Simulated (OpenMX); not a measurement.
**Energy of SiO2 along an even scaling of the cell**

System: SiO2 (P6₃22, 12 atoms in the cell).
Method: Kohn-Sham DFT of a periodic cell, PBE, OpenMX 2013 PBE set, no spin polarisation (OpenMX 3.8.5).

The 7 runs differ only in the geometry, by an even scaling of the cell at fixed fractional positions. The structure derives from a Materials Project entry.

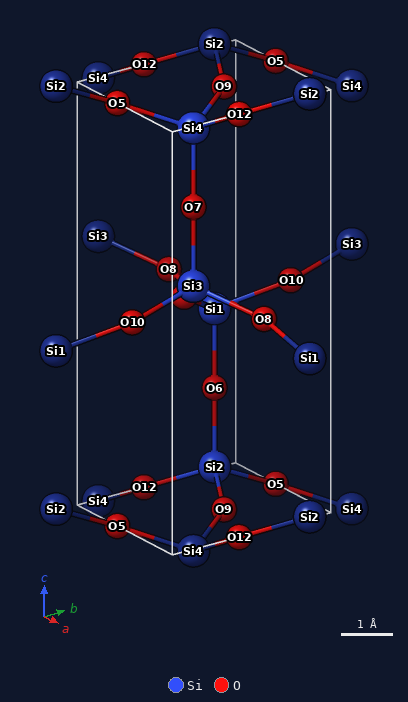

Figure 1. The structure of run 4 (ball-and-stick view of the cell of the calculation, seen slightly off an axis; neighbours outside the cell are drawn fainter; atoms are numbered from 1 in the order of the input).

## Input of run 4
```
System.CurrrentDirectory             ./
System.Name                          SiO2
DATA.PATH                            ./DFT_DATA13
level.of.stdout                      1
level.of.fileout                     1
Species.Number                       2
<Definition.of.Atomic.Species
  Si  Si7.0-s2p1d1           Si_PBE13
  O   O6.0-s2p2              O_PBE13
Definition.of.Atomic.Species>

Atoms.Number                         12
Atoms.SpeciesAndCoordinates.Unit     FRAC
<Atoms.SpeciesAndCoordinates
    1  Si    0.3333333333    0.6666666667    0.4371258000   2.000  2.000
    2  Si    0.3333333333    0.6666666667    0.0628742000   2.000  2.000
    3  Si    0.6666666667    0.3333333333    0.5628742000   2.000  2.000
    4  Si    0.6666666667    0.3333333333    0.9371258000   2.000  2.000
    5  O     0.4212587450    0.0000000000    0.0000000000   3.000  3.000
    6  O     0.3333333333    0.6666666667    0.2500000000   3.000  3.000
    7  O     0.6666666667    0.3333333333    0.7500000000   3.000  3.000
    8  O     0.0000000000    0.5787412550    0.5000000000   3.000  3.000
    9  O     0.5787412550    0.5787412550    0.0000000000   3.000  3.000
   10  O     0.5787412550    0.0000000000    0.5000000000   3.000  3.000
   11  O     0.4212587450    0.4212587450    0.5000000000   3.000  3.000
   12  O     0.0000000000    0.4212587450    0.0000000000   3.000  3.000
Atoms.SpeciesAndCoordinates>

Atoms.UnitVectors.Unit               Ang
<Atoms.UnitVectors
     5.0690738885    0.0000000000    0.0000000000
    -2.5345369442    4.3899467611    0.0000000000
     0.0000000000    0.0000000000    8.5584885400
Atoms.UnitVectors>

scf.XcType                           GGA-PBE
scf.SpinPolarization                 off
scf.ElectronicTemperature            580.226
scf.energycutoff                     400.0
scf.maxIter                          100
scf.EigenvalueSolver                 band
scf.Kgrid                            7 7 3
scf.Mixing.Type                      rmm-diisk
scf.Init.Mixing.Weight               0.05
scf.Min.Mixing.Weight                0.001
scf.Max.Mixing.Weight                0.3
scf.Mixing.History                   25
scf.Mixing.StartPulay                8
scf.criterion                        1.0e-8
scf.stress.tensor                    on
MD.Type                              nomd
Band.dispersion                      on
Band.Nkpath                          9
<Band.kpath
   11   0.000000  0.000000  0.000000    0.500000  0.000000  0.000000  G M
    7   0.500000  0.000000  0.000000    0.333333  0.333333  0.000000  M K
   13   0.333333  0.333333  0.000000    0.000000  0.000000  0.000000  K G
    6   0.000000  0.000000  0.000000    0.000000  0.000000  0.500000  G A
   11   0.000000  0.000000  0.500000    0.500000  0.000000  0.500000  A L
    7   0.500000  0.000000  0.500000    0.333333  0.333333  0.500000  L H
   13   0.333333  0.333333  0.500000    0.000000  0.000000  0.500000  H A
    6   0.500000  0.000000  0.500000    0.500000  0.000000  0.000000  L M
    6   0.333333  0.333333  0.000000    0.333333  0.333333  0.500000  K H
Band.kpath>
```

Command:
```bash
openmx SiO2.dat -nt 1 > SiO2.std
```

Run 5 has the same physical settings and fractional positions; its lattice vectors (Å) are:
```
   5.102645    0.000000    0.000000
  -2.551322    4.419020    0.000000
   0.000000    0.000000    8.615169
```

## Results, with one run withheld

```csv
run,volume per atom (Å³),"free energy per atom, from the lowest run given (meV)",gap on the mesh (eV)
1,14.919,106.06,6.69
2,15.236,69.73,6.56
3,15.554,41.86,6.41
4,15.871,21.62,6.25
5,16.188,?,?
6,16.506,1.31,5.91
7,16.823,0.00,5.72
```

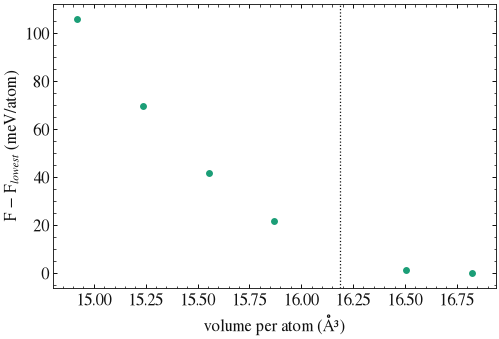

Figure 2. Free energy per atom of the runs given; the dotted line marks run 5.

What should run 5 give?

A cubic polynomial in V^(−2/3) (the Birch–Murnaghan form), fitted to the 6 runs given, misses them by at most 0.03 meV per atom. With x = V^(−2/3) − 0.15885 Å⁻², it reads F = 25.817 + 8611.8 x + 7.1513e+05 x² + 3.0833e+05 x³ (meV per atom). At run 5 it gives 8.35 meV per atom, and the run itself gives 8.32. The fit has its minimum at 16.741 Å³ per atom, where V d²F/dV² gives 141 GPa. Cell shape and fractional positions are held, so this is the stiffness under even scaling; the relaxed bulk modulus wasn't computed. The gap on the mesh goes, without turning, from 6.69 eV in run 1 to 5.72 eV in run 7; run 5 has 6.08 eV. These are gaps of this functional on this mesh, which can miss the band edges; they aren't the measured gap.

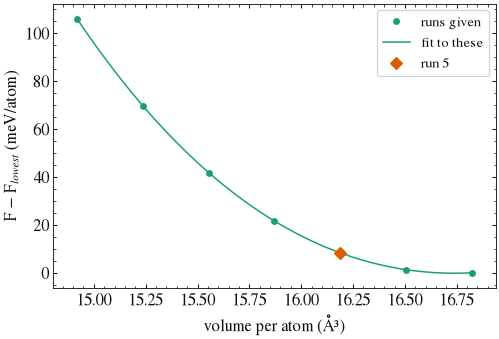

Figure 3. The fit and the withheld run.

## Some lines of the output (run 5)
```
[...]
  Cell_Volume =   1310.936415708909 (Bohr^3)
        Total energy (Hartree) at MD = 1
   kloop=0
   kloop=1
   kloop=73
```

Notes: With a small basis of atomic orbitals these values can differ much from converged plane-wave results.
